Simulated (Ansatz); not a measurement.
**Si: density, localisation and related maps**

Input file:

```
crystal:
  lattice:
    - [0.0, 0.0, -4.9875981478]
    - [2.6290009032, -4.5535631373, 0.0]
    - [-5.2580018062, -1.0e-10, 0.0]
  atoms:
    - { symbol: Si, position: [0.4649129712, 0.5, 0.5] }
    - { symbol: Si, position: [0.0, 0.5, 0.5] }
    - { symbol: Si, position: [0.5, 0.0, 0.5] }
    - { symbol: Si, position: [0.0, 0.0, 0.5] }
    - { symbol: Si, position: [0.5, 0.5, 0.0] }
    - { symbol: Si, position: [0.0, 0.5, 0.0] }
    - { symbol: Si, position: [0.5, 0.0, 0.0] }
    - { symbol: Si, position: [0.0, 0.0, 0.0] }
basis:
  ecutwfc: 500
kpoints:
  mp_grid: { grid: [12, 12, 12] }
hamiltonian:
  xc: r2scan
scf:
  occupations: { method: gaussian, width: 0.15 }
output:
  forces: true
  stress: true
  eigenvalues: true
  write_density: true
  write_potential: true
  elf: true
  volumetric_format: npy
```

Run with:

```sh
ansatz run input.yaml --threads 1 --pin off --max-ram 2560MiB --backend cpu --events-out ev --progress --plain --runs-dir out
```

Below, planes, directions and counts refer to the conventional cell (a = 5.26 Å, b = 5.26 Å, c = 4.99 Å, α = 90.00°, β = 90.00°, γ = 120.00°).

Space group P6mm; a structure from a database of computed crystals, not necessarily the ambient phase; changed on purpose from its base cell (atom 1 (Si) moved +0.175 A towards its neighbour atom 2 (Si) at 2.494 A); not relaxed (largest force 1.3 eV/Å).

Theory: Ansatz 0.2.0, DFT r2SCAN, scalar-relativistic, plane waves, PAW.

In a PAW calculation such maps are meaningful between the atoms, not at the nuclei.

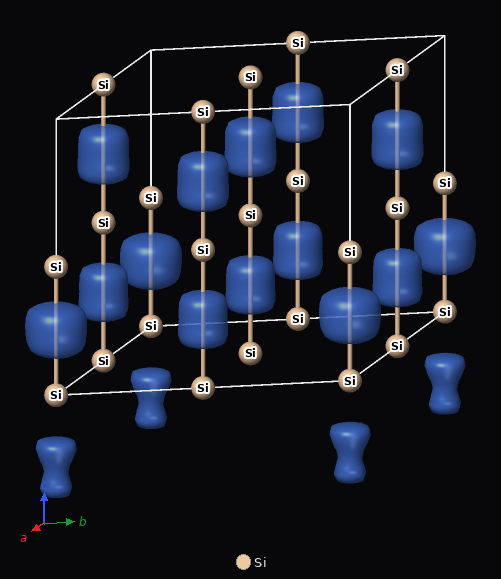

Figure 1. Isosurface of the electron localisation function at 0.8 (blue), seen slightly off an axis. Only the valence region is drawn (cores and ρ < 0.01 e/Å³ removed). Sticks mark near contacts.

Describe the localisation domains.

Answer. At this value the surface marks out seven regions between bonded Si–Si atoms and one region wrapped around Si (its valence shell), counted in one cell of 8 atoms. Regions shared between cells count once. Along the contacts the grid gives the following. Si–Si (2.32 Å): the ELF peaks at about 0.95 between the atoms. Si–Si (2.49 Å): the ELF peaks at about 0.90 between the atoms.

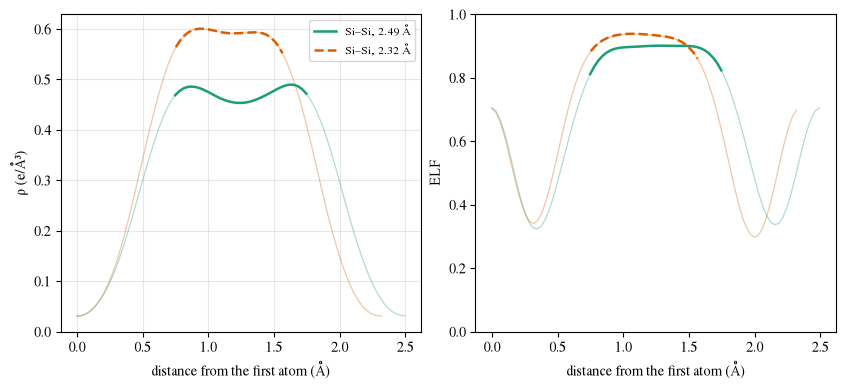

Figure 2. Valence pseudo-density and ELF along straight lines between neighbouring atoms. Thin, pale parts lie inside the atomic spheres.

What can be read from the curves?

Answer. Si–Si (2.49 Å): ρ at the midpoint is about 0.45 e/Å³; the ELF peaks at about 0.90 between the atoms.
Si–Si (2.32 Å): ρ is about 0.59 e/Å³ halfway; the ELF peaks at about 0.95 between the atoms.

Does the calculation make it a metal, or give it a gap?

Answer. It is metallic or semimetallic at this level of theory: no gap opens.
